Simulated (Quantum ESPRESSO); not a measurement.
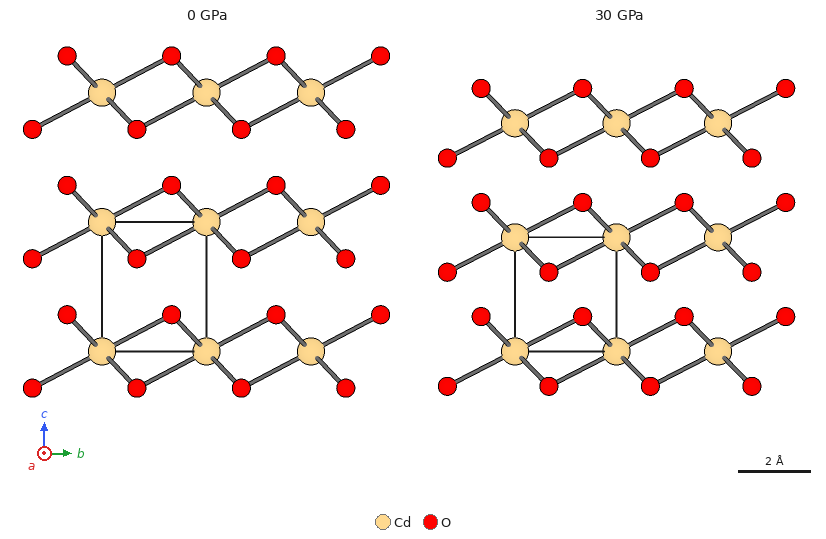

Crystalline CdO₂ (set up in P-3m1), relaxed (cell and atoms) at several target pressures. The picture shows the first and the last member. A ball-and-stick model of the cell of the calculation, repeated 1 × 2 × 2 with one cell outlined, seen along the a axis.

Computed with Quantum ESPRESSO 7.5: PBEsol, GBRV 1.5 PBEsol. Settings: plane-wave cutoff 707.5 eV; k-point mesh 9 × 9 × 7; occupations fermi-dirac; smearing width 0.05 eV; no spin polarisation.

```csv
pressure (GPa),volume (Å³/atom),a (Å),c (Å)
0,11.660,3.352,3.595
2,11.443,3.340,3.553
5,11.163,3.325,3.498
10,?,?,?
20,10.167,3.276,3.281
30,9.704,3.257,3.170
```

> One row is withheld. What does the calculation give there?

Murnaghan's form V = V₀(1 + B′P/B₀)^(−1/B′), with V₀ = 11.660 Å³ from the row at zero pressure, fits the other rows with B₀ = 104 GPa and B′ = 4.61 (largest miss 0.007 Å³). At 10 GPa it gives 11.660 × (1 + 4.61 × 10/104)^(−1/4.61) = 10.768 Å³ per atom. The calculation gives 10.772 Å³/atom (a = 3.305 Å, c = 3.416 Å). The estimate is 0.004 Å³/atom too low. From the first member to the last: Cd–O 2.188 → 2.115 Å.

The whole series:

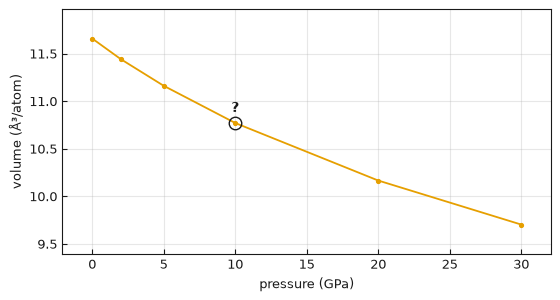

Each member starts from this one structure; whether another phase lies lower wasn't checked.
